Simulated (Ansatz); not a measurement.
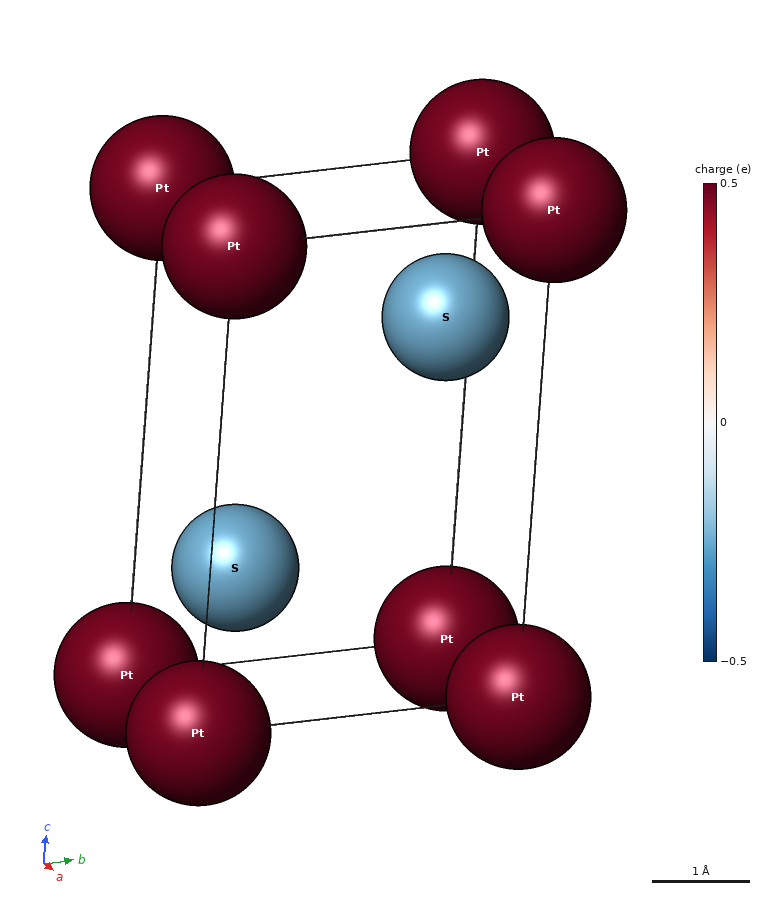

The figure gives a spheres-only picture of the atoms, viewed slightly off an axis. The lines enclose the cell (the run's own, in a reduced setting); boundary atoms appear with their images. The atoms of this PtS2 cell are coloured by their Bader charge.

Results below were computed with DFT PBE+D3(BJ), scalar-relativistic, plane waves, PAW (Ansatz); the settings were wavefunction cutoff 420 eV, k-points about 0.23 Å⁻¹ apart, Gaussian smearing of 0.02 eV, no spin polarisation.

**Summarise the charge transfer.**

Most positive: Pt; most negative: S. Charges: about Pt +0.5 e; S -0.2 e.

Provenance: a structure type filled with these elements by a generator (whether the compound takes this form wasn't checked). Earlier steps of the study may have refined or changed the cell and positions. It was run through Ansatz as a DFT input.
